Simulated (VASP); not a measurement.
# RPA total energies of SrO, part 6 of 6

Aim: total energies of SrO from exact exchange and RPA correlation, beside cheaper functionals. The scan starts from a database cell, scaled to the smallest volume of the series. The cell is of the rock-salt type, one of the forms listed for this formula. The start is a cell from a database of measured crystal structures.

VASP 6.6.1, plane waves and PAW; the level of theory is named at each step.

So far. Step 30 (Orbitals, volume ratio 1.06): The printed pressure carries a basis-set error: in the mean of the scan, the starting functional's lies 1.1 GPa under the slope of its energy curve. Step 31 (Exact exchange, volume ratio 1.06): The Hartree-Fock energy on these orbitals is -14.9373 eV an atom.

The database entry behind the starting cell differs from later determinations by our own check (about 0.5 % short), so it need not match the best structure at ambient conditions.

### Step 32. Empty bands, volume ratio 1.06

This step: PBE; plane waves and PAW (Sr_sv_GW, O_GW) (VASP 6.6.1).

The empty bands are made again, for the run that follows.

Contents of INCAR:

```
SYSTEM = SrO
PREC = Accurate
ENCUT = 460
ISMEAR = 0
SIGMA = 0.05
LREAL = .FALSE.
GGA = PE
NBANDS = 816
ALGO = Exact
NELM = 1
LWAVE = .TRUE.
LCHARG = .FALSE.
LOPTICS = .TRUE.
NEDOS = 1000
CSHIFT = 0.1
```

Contents of POSCAR:

```
SrO
1.0
    0.0000000000      2.6166323862      2.6166323862
    2.6166323862      0.0000000000      2.6166323862
    2.6166323862      2.6166323862      0.0000000000
Sr O
1 1
Direct
    0.5000000000      0.5000000000      0.5000000000
    0.0000000000      0.0000000000      0.0000000000
```

Contents of KPOINTS:

```
Automatic mesh
0
Gamma
4 4 4
0 0 0
```

PAW data sets: Sr_sv_GW and O_GW (PBE family, release 64).

The run is started by

```bash
mpirun -np 8 vasp_std
```

The log of the run:

```text
[banner, memory and clock lines left out]
running    8 mpi-ranks, on    1 nodes
[...]
[... a notice as in an earlier step ...]

 LDA part: xc-table for (Slater+PW92), standard interpolation
 found WAVECAR, reading the header
  number of bands has changed, file:    14 present:   816
  trying to continue reading WAVECAR, but it might fail
 POSCAR, INCAR and KPOINTS ok, starting setup
[...]
reading WAVECAR
 random initialization beyond band           14
 the WAVECAR file was read successfully
 initial charge from wavefunction
 entering main loop
       N       E                     dE             d eps       ncg     rms          rms(c)
DIA:   1    -0.168084521000E+02   -0.16808E+02    0.00000E+00     0   0.000E+00
   1 F= -.16808452E+02 E0= -.16808452E+02  d E =-.203631E-31
 writing wavefunctions
 optical routines
 imaginary and real dielectric function
 recalculating local potential from charge density
 direction            1
 direction            2
 direction            3
```

Elapsed: 5.8 s, on 8 MPI ranks of AMD EPYC 7R43, shared host; peak memory 0.86 GiB; 42 s of CPU time.

From OUTCAR (step 32):

```text
  Total       -0.5961256     -0.5961256     -0.5961256     -0.0000000      0.0000000     -0.0000000
  in kB      -26.6557074    -26.6557074    -26.6557074     -0.0000000      0.0000000     -0.0000000
  external PRESSURE =     -26.6557074 kB  Pullay stress =       0.0000000 kB

 POSITION                                       TOTAL-FORCE (eV/Angst)
 -----------------------------------------------------------------------------------
      2.61663      2.61663      2.61663         0.000000      0.000000      0.000000
      0.00000      0.00000      0.00000         0.000000     -0.000000     -0.000000
 -----------------------------------------------------------------------------------
    total drift:                                0.000000      0.000000      0.000000

  FREE ENERGIE OF THE ION-ELECTRON SYSTEM (eV)
  ---------------------------------------------------
  free  energy   TOTEN  =       -16.8084521000 eV

  energy  without entropy=      -16.8084521000  energy(sigma->0) =      -16.80845210

[... 1 part as in an earlier step ...]

[... 2 further parts left out ...]
[key lines of the parts left out:]
E-fermi :   3.2751
```

WAVECAR now holds 816 bands for 16 electrons.

### Step 33. RPA correlation, volume ratio 1.06

This step: RPA correlation on PBE orbitals; plane waves and PAW (Sr_sv_GW, O_GW) (VASP 6.6.1).

RPA correlation at this point.

Contents of INCAR:

```
SYSTEM = SrO
PREC = Accurate
ENCUT = 460
ISMEAR = 0
SIGMA = 0.05
LREAL = .FALSE.
GGA = PE
NBANDS = 816
ALGO = ACFDT
ENCUTGW = 200
NOMEGA = 12
PRECFOCK = Fast
LWAVE = .FALSE.
LCHARG = .FALSE.
```

POSCAR is that of step 32.

KPOINTS is that of step 32.

The run is started by

```bash
mpirun -np 8 vasp_std
```

The log of the run:

```text
[banner, memory and clock lines left out]
running    8 mpi-ranks, on    1 nodes
[...]
[... a notice as in an earlier step ...]

 LDA part: xc-table for (Slater+PW92), standard interpolation
 found WAVECAR, reading the header
 POSCAR, INCAR and KPOINTS ok, starting setup
[...]
reading WAVECAR
 the WAVECAR file was read successfully
 initial charge from wavefunction
 available memory per node:     94.17 GB, setting MAXMEM to     96433

 The Fermi energy was updated, please check that it is located mid-gap
 values below the HOMO (VB) or above the LUMO (CB) will cause erroneous energies
 E-fermi :   4.5311

 the WAVEDER file was read successfully
 set NWRITE>2 for more details about minimax calculation
 number of imaginary grid points requested:      12
 number of distinct grids requested:  1
 quadrature errors minimized for energies in [ 0.333E+01, 0.484E+03 ]
 bosonic grid (T=0, re) determined with error: 0.6901E-08
 bosonic grid (re): 0.6901E-08
[...]
NQ=   2    0.2500    0.0000    0.0000,
|.........|.........|.........|.........
 performed       9928000 updates of chi_q(r,r)
 total number of BLAS operations       4801.72 Gflops
NQ=   3    0.5000    0.0000    0.0000,
|.........|.........|.........|.........
 performed      14892000 updates of chi_q(r,r)
 total number of BLAS operations       6866.25 Gflops
NQ=   4    0.2500    0.2500    0.0000,
|.........|.........|.........|.........
 performed      19856000 updates of chi_q(r,r)
 total number of BLAS operations       9040.88 Gflops
NQ=   5    0.5000    0.2500    0.0000,
|.........|.........|.........|.........
 performed      24820000 updates of chi_q(r,r)
 total number of BLAS operations      11160.10 Gflops
NQ=   6   -0.2500    0.2500    0.0000,
|.........|.........|.........|.........
 performed      29784000 updates of chi_q(r,r)
 total number of BLAS operations      13117.41 Gflops
NQ=   7    0.5000    0.5000    0.0000,
|.........|.........|.........|.........
 performed      34748000 updates of chi_q(r,r)
 total number of BLAS operations      15074.71 Gflops
NQ=   8   -0.2500    0.5000    0.2500,
|.........|.........|.........|.........
 performed      39712000 updates of chi_q(r,r)
 total number of BLAS operations      17067.44 Gflops
 entering main loop
```

It took 1.8 min on 8 MPI ranks; peak memory 1.7 GiB; 14 min of CPU time.

OUTCAR, selected parts (step 33):

```text
      cutoff energy     smooth cutoff   RPA   correlation   Hartree contr. to MP2
---------------------------------------------------------------------------------
            200.000           160.000      -21.2405897163      -32.8756693316
            190.476           152.381      -20.9252076671      -32.4831916828
            181.406           145.125      -20.5973377928      -32.0701758515
            172.768           138.214      -20.2632154220      -31.6439642460
            164.541           131.632      -19.9175801420      -31.1973863972
            156.705           125.364      -19.5620454150      -30.7321566690
            149.243           119.394      -19.2015711400      -30.2537959092
            142.136           113.709      -18.8316550995      -29.7557444128
  linear regression

[... 2 parts as in an earlier step ...]

[... 2 further parts left out ...]
[key lines of the parts left out:]
E-fermi :   4.5311
```

Extrapolated by the program to an infinite response cutoff, the correlation energy is -12.392 eV an atom, +7 meV against the point before. With exact exchange the total is -27.3297 eV an atom.

### Step 34. Comparison: r2SCAN, volume ratio 1.06

This step: r2SCAN; plane waves and PAW (Sr_sv_GW, O_GW) (VASP 6.6.1).

The comparison at this point.

Contents of INCAR:

```
SYSTEM = SrO
PREC = Accurate
ENCUT = 460
EDIFF = 1E-06
NELM = 100
ISMEAR = 0
SIGMA = 0.05
LREAL = .FALSE.
ALGO = Normal
METAGGA = R2SCAN
LASPH = .TRUE.
NBANDS = 14
LWAVE = .FALSE.
LCHARG = .FALSE.
KPAR = 8
```

POSCAR is that of step 33.

KPOINTS is that of step 33.

The run is started by

```bash
mpirun -np 8 vasp_std
```

The log of the run:

```text
[... set-up lines as in an earlier step ...]
 entering main loop
       N       E                     dE             d eps       ncg     rms          rms(c)
DAV:   1     0.698041236626E+02    0.69804E+02   -0.72206E+03   232   0.970E+02
DAV:   2    -0.383791937514E+02   -0.10818E+03   -0.95696E+02   320   0.299E+02
DAV:   3    -0.427558616031E+02   -0.43767E+01   -0.43504E+01   318   0.528E+01
DAV:   4    -0.428043215550E+02   -0.48460E-01   -0.48453E-01   278   0.531E+00
[...]
DAV:  14    -0.317933408219E+02    0.31350E-04   -0.31629E-05   330   0.807E-02    0.144E-02
DAV:  15    -0.317933377859E+02    0.30361E-05   -0.90773E-06   322   0.377E-02    0.923E-03
DAV:  16    -0.317933381296E+02   -0.34370E-06   -0.53456E-07   112   0.890E-03
   1 F= -.31793338E+02 E0= -.31793338E+02  d E =-.218787E-18
```

The job ended after 16 s (8 MPI ranks; peak memory 1.1 GiB).

OUTCAR, selected parts (step 34):

```text
  Total       -1.0347446     -1.0347446     -1.0347446     -0.0000000     -0.0000000      0.0000000
  in kB      -46.2685199    -46.2685199    -46.2685199     -0.0000000     -0.0000000      0.0000000
  external PRESSURE =     -46.2685199 kB  Pullay stress =       0.0000000 kB

 POSITION                                       TOTAL-FORCE (eV/Angst)
 -----------------------------------------------------------------------------------
      2.61663      2.61663      2.61663         0.000000     -0.000000      0.000000
      0.00000      0.00000      0.00000        -0.000000      0.000000     -0.000000
 -----------------------------------------------------------------------------------
    total drift:                                0.000000      0.000000      0.000000

  FREE ENERGIE OF THE ION-ELECTRON SYSTEM (eV)
  ---------------------------------------------------
  free  energy   TOTEN  =       -31.7933381296 eV

  energy  without entropy=      -31.7933381296  energy(sigma->0) =      -31.79333813

[... 2 parts as in an earlier step ...]

[... 1 further part left out ...]
[key lines of the parts left out:]
E-fermi :   2.8382
```

Its energy is -15.8967 eV an atom, on a zero of its own.

### Step 35. Orbitals for comparison: HSE06, volume ratio 1.06

This step: PBE; plane waves and PAW (Sr_sv_GW, O_GW) (VASP 6.6.1).

Starting orbitals, as before.

Contents of INCAR:

```
SYSTEM = SrO
PREC = Accurate
ENCUT = 460
EDIFF = 1E-05
NELM = 100
ISMEAR = 0
SIGMA = 0.05
LREAL = .FALSE.
ALGO = Normal
GGA = PE
NBANDS = 14
LORBIT = 11
LWAVE = .TRUE.
LCHARG = .FALSE.
KPAR = 8
```

POSCAR is that of step 34.

KPOINTS is that of step 34.

The run is started by

```bash
mpirun -np 8 vasp_std
```

The log of the run:

```text
[... set-up lines as in an earlier step ...]
 entering main loop
       N       E                     dE             d eps       ncg     rms          rms(c)
[... 12 cycles as in an earlier step ...]
DAV:  13    -0.168084523783E+02    0.10937E-05   -0.10317E-05   186   0.353E-02
   1 F= -.16808452E+02 E0= -.16808452E+02  d E =-.637924E-19
 writing wavefunctions
```

Run time: 3.6 s. Hardware: 8 MPI ranks; peak memory 1.1 GiB.

From OUTCAR (step 35):

```text
  Total       -0.5892964     -0.5892964     -0.5892964      0.0000000      0.0000000     -0.0000000
  in kB      -26.3503399    -26.3503399    -26.3503399      0.0000000      0.0000000     -0.0000000
  external PRESSURE =     -26.3503399 kB  Pullay stress =       0.0000000 kB

 POSITION                                       TOTAL-FORCE (eV/Angst)
 -----------------------------------------------------------------------------------
      2.61663      2.61663      2.61663         0.000000      0.000000      0.000000
      0.00000      0.00000      0.00000        -0.000000     -0.000000      0.000000
 -----------------------------------------------------------------------------------
    total drift:                                0.000000      0.000000      0.000000

  FREE ENERGIE OF THE ION-ELECTRON SYSTEM (eV)
  ---------------------------------------------------
  free  energy   TOTEN  =       -16.8084523783 eV

  energy  without entropy=      -16.8084523783  energy(sigma->0) =      -16.80845238

[... 2 parts as in an earlier step ...]

[... 1 further part left out ...]
[key lines of the parts left out:]
E-fermi :   3.1734
```

The run ends at a pressure of -2.64 GPa.

### Step 36. Comparison: HSE06, volume ratio 1.06

This step: HSE06; plane waves and PAW (Sr_sv_GW, O_GW) (VASP 6.6.1).

The comparison at this point.

Contents of INCAR:

```
SYSTEM = SrO
PREC = Accurate
ENCUT = 460
EDIFF = 1E-06
NELM = 100
ISMEAR = 0
SIGMA = 0.05
LREAL = .FALSE.
ALGO = Normal
LHFCALC = .TRUE.
AEXX = 0.25
GGA = PE
HFSCREEN = 0.2
LASPH = .TRUE.
NBANDS = 14
PRECFOCK = Fast
LWAVE = .FALSE.
LCHARG = .FALSE.
KPAR = 8
```

POSCAR is that of step 35.

KPOINTS is that of step 35.

The run starts from files that an earlier step left in the folder.

The run is started by

```bash
mpirun -np 8 vasp_std
```

The log of the run:

```text
[... set-up lines as in an earlier step ...]
 entering main loop
       N       E                     dE             d eps       ncg     rms          rms(c)
DAV:   1    -0.195092569455E+02   -0.19509E+02   -0.23871E-01   224   0.739E+00    0.169E+00
DAV:   2    -0.195051394444E+02    0.41175E-02   -0.18811E-02   318   0.178E+00    0.512E-01
DAV:   3    -0.195045106233E+02    0.62882E-03   -0.32486E-03   266   0.480E-01    0.300E-01
DAV:   4    -0.195039122861E+02    0.59834E-03   -0.63545E-04   254   0.375E-01    0.146E-01
DAV:   5    -0.195037784066E+02    0.13388E-03   -0.25791E-04   272   0.206E-01    0.893E-02
DAV:   6    -0.195037284735E+02    0.49933E-04   -0.18677E-05   236   0.624E-02    0.541E-02
DAV:   7    -0.195037161809E+02    0.12293E-04   -0.10266E-05   304   0.361E-02    0.281E-02
DAV:   8    -0.195037131735E+02    0.30074E-05   -0.32581E-06   266   0.277E-02    0.167E-02
DAV:   9    -0.195037126113E+02    0.56216E-06   -0.11014E-06   166   0.165E-02
   1 F= -.19503713E+02 E0= -.19503713E+02  d E =-.195185E-15
```

Wall time 25 s (8 MPI ranks); peak memory 1.7 GiB.

OUTCAR, selected parts (step 36):

```text
 POSITION                                       TOTAL-FORCE (eV/Angst)
 -----------------------------------------------------------------------------------
      2.61663      2.61663      2.61663        -0.000000      0.000000      0.000000
      0.00000      0.00000      0.00000         0.000000     -0.000000     -0.000000
 -----------------------------------------------------------------------------------
    total drift:                                0.000000     -0.000000     -0.000000

  FREE ENERGIE OF THE ION-ELECTRON SYSTEM (eV)
  ---------------------------------------------------
  free  energy   TOTEN  =       -19.5037126113 eV

  energy  without entropy=      -19.5037126113  energy(sigma->0) =      -19.50371261

[... 2 parts as in an earlier step ...]

[... 1 further part left out ...]
[key lines of the parts left out:]
E-fermi :   2.0675
```

Its energy is -9.7519 eV an atom, on a zero of its own.

### Step 37. Summary

This step: exact exchange and RPA correlation on PBE orbitals, beside r2SCAN, beside HSE06; plane waves and PAW (VASP 6.6.1).

No new run; the numbers come from the runs before.

This step gave:

| Quantity | Value |
| --- | --- |
| equilibrium volume, EXX+RPA | 17.21 Å³/atom |
| bulk modulus | 89.66 GPa |

Energy above the lowest point against volume; values in meV/atom:

| volume (Å³/atom) | PBE | EXX | EXX+RPA | r2SCAN | HSE06 |
| --- | --- | --- | --- | --- | --- |
| 15.887 | 48.8 | 64.9 | 34.4 | 30.4 | 28.3 |
| 16.394 | 21.7 | 30.9 | 11.7 | 9.35 | 8.42 |
| 16.901 | 6.19 | 10.2 | 1.10 | 0.0250 | 0 |
| 17.408 | 0 | 0.582 | 0 | 0 | 0.726 |
| 17.916 | 1.22 | 0 | 6.66 | 7.47 | 8.77 |

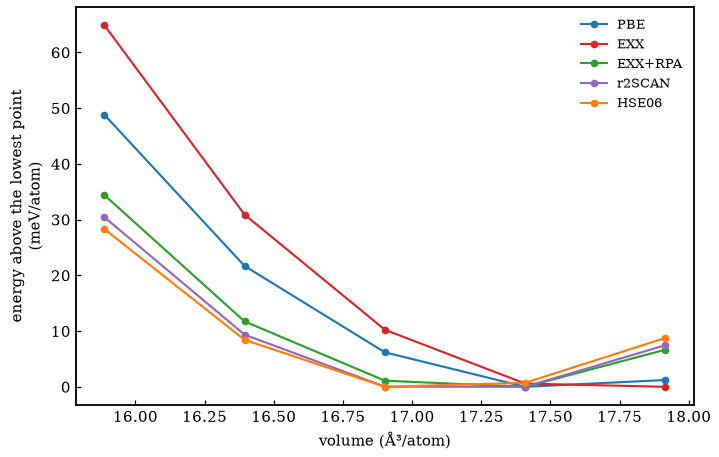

Energy above the lowest point against volume.

Cost is wall time times ranks on a shared host; the EXX and RPA rows hold the orbitals run too, the hybrid row not its starting run, and runs of a few seconds are mostly start-up. Fits of the equation of state:

```
  level  V0 (Å³/atom)  B0 (GPa)  fit error (meV/atom)  minimum inside the series  cost a point (core minutes)
    PBE         17.57      75.1               9.96e-4                        yes                         0.57
    EXX         17.69     89.46              0.002478                        yes                         1.53
EXX+RPA         17.21     89.66               0.01632                        yes                        15.25
 r2SCAN         17.15     89.16               0.01191                        yes                         2.05
  HSE06          17.1      88.9              0.003427                        yes                         3.25
```

### Step 38. Outcome

| Item | Value |
| --- | --- |
| PBE | V0 17.57 Å³/atom, B0 75.1 GPa |
| EXX | V0 17.69 Å³/atom, B0 89.5 GPa |
| EXX+RPA | V0 17.21 Å³/atom, B0 89.7 GPa |
| r2SCAN | V0 17.15 Å³/atom, B0 89.2 GPa |
| HSE06 | V0 17.10 Å³/atom, B0 88.9 GPa |

Exact exchange with RPA correlation puts the minimum at 17.21 Å³ an atom, with a bulk modulus of 89.7 GPa. PBE puts the volume 2.0 % above EXX+RPA, at roughly 1/27 of its cost. r2SCAN puts the volume 0.37 % below EXX+RPA, at roughly 1/7 of its cost. HSE06 puts the volume 0.63 % below EXX+RPA, at roughly 1/5 of its cost. Correlation shrinks the exact-exchange volume by 2.7 %. Mesh, ENCUT and response cutoff weren't varied, and the extrapolation in the response cutoff changes with the volume, so small differences in volume between the levels aren't resolved. Exact exchange and correlation are taken on one coarse mesh and aren't self-consistent; the correlation energy is extrapolated in the response cutoff by the program, which at the first volume adds -1777 meV an atom to the value at the highest cutoff and varies with the volume; a small fit error says nothing about that part. NBANDS follows the largest plane-wave count of any k point, which rises in steps with the volume. The cheaper functionals share the mesh, and the fits are third-order Birch-Murnaghan curves. The printed pressures lie 1.1 GPa under the slope of the PBE energy curve, so ENCUT isn't converged for this cell and volumes and moduli carry an error from it. Not tabulated here, as repeats of values shown or as unfit to read for their mesh, reference level or band range: eps2 curves (empty bands); eps1 curves and static values (empty bands); gaps (empty bands).

[Lines on the potential files, build, host, timing and source positions are cut from VASP's logs without a mark.]

[Logs are printed without paths, hosts, clocks, repeated set-up lines and the standing remarks that a program may print on its own settings, such as how far it seeks lower states.]

[Hosts, paths, dates, database ids (printed as entryN), source tags and the programs' standing remarks are cut or masked in the printed files.]

[Pressures printed for these runs are not shown converged in the cutoff: they can be off by several GPa and have the wrong sign.]
